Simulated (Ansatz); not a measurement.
Consider Ti6O.

Input file:

```
crystal:
  lattice:
    - [5.14, 0.0, 0.0]
    - [-2.57, 4.4513705755, 0.0]
    - [0.0, 0.0, 9.48]
  atoms:
    - { symbol: Ti, position: [0.6667333333, 0.9999666667, 0.125] }
    - { symbol: Ti, position: [3.33333e-05, 0.6667666667, 0.125] }
    - { symbol: Ti, position: [0.3332333333, 0.3332666667, 0.125] }
    - { symbol: Ti, position: [0.9999666667, 0.6667333333, 0.625] }
    - { symbol: Ti, position: [0.6667666667, 3.33333e-05, 0.625] }
    - { symbol: Ti, position: [0.3332666667, 0.3332333333, 0.625] }
    - { symbol: Ti, position: [0.3332666667, 3.33333e-05, 0.875] }
    - { symbol: Ti, position: [0.9999666667, 0.3332333333, 0.875] }
    - { symbol: Ti, position: [0.6667666667, 0.6667333333, 0.875] }
    - { symbol: Ti, position: [3.33333e-05, 0.3332666667, 0.375] }
    - { symbol: Ti, position: [0.3332333333, 0.9999666667, 0.375] }
    - { symbol: Ti, position: [0.6667333333, 0.6667666667, 0.375] }
    - { symbol: O, position: [0.3333333333, 0.6666666667, 0.75] }
    - { symbol: O, position: [0.6666666667, 0.3333333333, 0.25] }
basis:
  ecutwfc: 500
kpoints:
  mp_grid: { grid: [12, 12, 4] }
hamiltonian:
  xc: r2scan
scf:
  occupations: { method: gaussian, width: 0.1 }
output:
  forces: true
  stress: true
  eigenvalues: true
  write_density: true
  write_potential: true
  elf: true
  volumetric_format: npy
relax:
  adjacent_minimum: "off"
  f_tol: 0.005
  max_steps: 80
  cell: { stress_tol: 0.05 }
```

Command:

```sh
ansatz run input.yaml --threads 4 --pin off --max-ram 10240MiB --backend cpu --events-out ev --progress --plain --runs-dir out
```

Below, planes, directions and counts refer to the conventional cell (a = 5.10 Å, b = 5.10 Å, c = 9.45 Å, α = 90.00°, β = 90.00°, γ = 120.00°).

The fields are those of the run's last geometry, not of the input's.

Space group P-31c; computed without spin polarisation.

Method: DFT r2SCAN, scalar-relativistic, plane waves, PAW in Ansatz.

What can the converged valence pseudo-density and electron localisation function tell about the bonding?

Answer. Ti–O (2.09 Å): the density is about 0.47 e/Å³ at the midpoint; the ELF peaks at about 0.80 in the valence shell of O, 0.6 Å from its nucleus, and is about 0.10 at the midpoint; no shared electron pair shows on this line.
Ti–Ti (2.82 Å): ρ at the midpoint is about 0.21 e/Å³; the ELF is about 0.20 at the midpoint (no shared electron pair shows on this line).
Ti–Ti (2.98 Å): ρ at the midpoint is about 0.16 e/Å³; the ELF is about 0.10 at the midpoint: no shared electron pair shows on this line.
Ti–Ti (2.98 Å): ρ is about 0.16 e/Å³ halfway; the ELF is about 0.10 at the midpoint: no shared electron pair shows on this line.
The ELF has a maximum of about 0.80 in the space between the atoms, 1.7 Å from four Ti atoms, on no atom or two-centre bond.

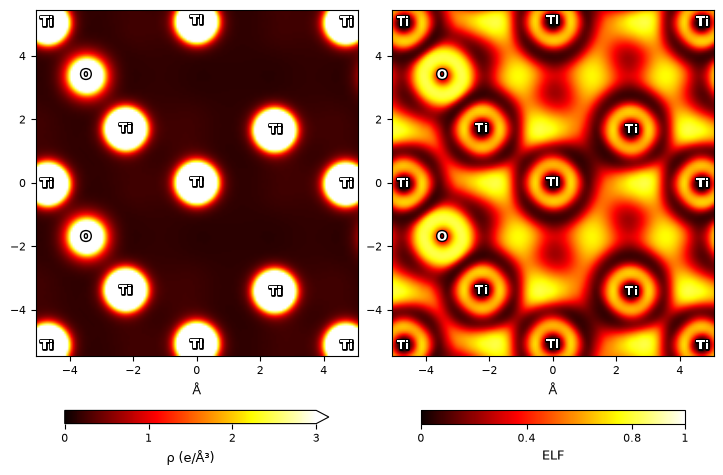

Computed valence pseudo-density and electron localisation function on the (11̄0) plane of the conventional cell, in this order. 
